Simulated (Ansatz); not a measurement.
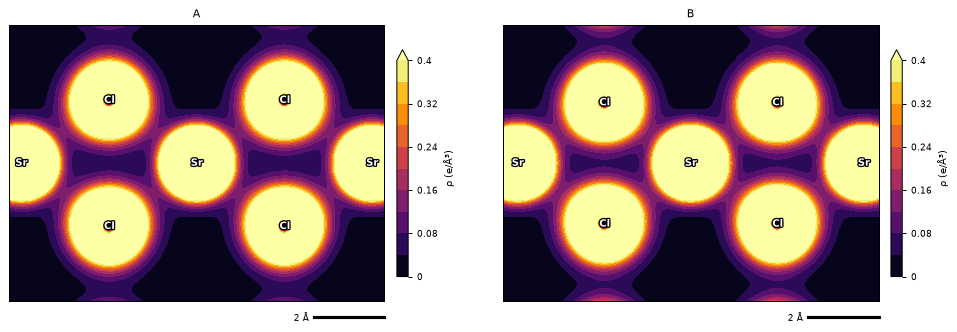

SrCl$_{2}$. The valence electron density of two cells that differ in size and shape, on the (011̄) plane of each (indices in the axes of the calculation cell), at one length scale and on one colour scale; one has 27.7 and the other 29.5 Å³ an atom.

All numbers below come from DFT PBE, scalar-relativistic, plane waves, PAW (Ansatz 0.2.0).

Core electrons are frozen (PAW), and the valence fields are smoothed inside the atomic spheres.

Question: Which is the denser cell? Describe the effect of the change.

Answer: Panel B is the smaller cell, by 6 % in volume. From the larger cell to the smaller, Sr–Cl goes from 3.06 to 3.00 Å, and the density at its midpoint from 0.13 to 0.15 e/Å³; the pressure goes from −0.5 to 1.9 GPa; the Kohn–Sham gap goes from 5.0 eV to 5.4 eV.
